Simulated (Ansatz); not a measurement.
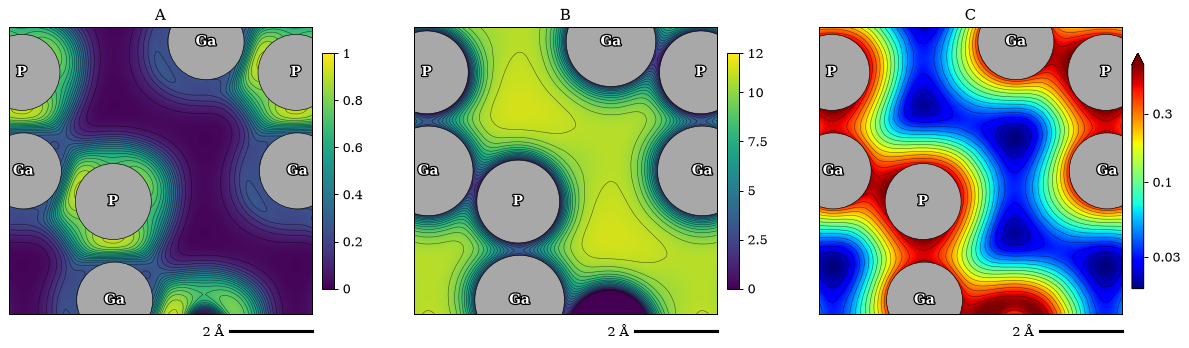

GaP: 3 fields on the (010) plane of the standardised cell, with unlabelled colour scales. Grey discs cover the atomic cores.

Space group P1; changed on purpose from its base cell (atoms moved at random by about 0.05 A); not relaxed (largest force 0.6 eV/Å); computed pressure about 3 GPa in this cell.

The calculation used Kohn-Sham DFT of a periodic cell, PBE, Ansatz PAW (Ansatz 0.2.0).

```
CELL_PARAMETERS angstrom
5.45050 2.72525 -2.72525
0.00000 2.72525 2.72525
0.00000 -2.72525 2.72525
ATOMIC_POSITIONS crystal
Ga 0.00030 0.00000 0.98428
Ga 0.50030 0.50000 0.98428
P 0.74943 0.49814 0.74713
P 0.24943 0.99814 0.74713
```

**Which field does each panel show? The fields are: electron localisation function, electrostatic potential energy of an electron and valence pseudo-density.**

Panel A: electron localisation function. Panel B: electrostatic potential energy of an electron (low next to the atoms, rising into the space between them). Panel C: valence pseudo-density. From the grid: Ga–P (2.31 Å): ρ is about 0.59 e/Å³ halfway; the ELF peaks at about 0.90 in the valence shell of P, 0.9 Å from its nucleus, and is about 0.75 at the midpoint. Ga–P (2.40 Å): ρ is about 0.52 e/Å³ halfway; the ELF peaks at about 0.90 in the valence shell of P, 0.9 Å from its nucleus, and is about 0.75 at the midpoint.
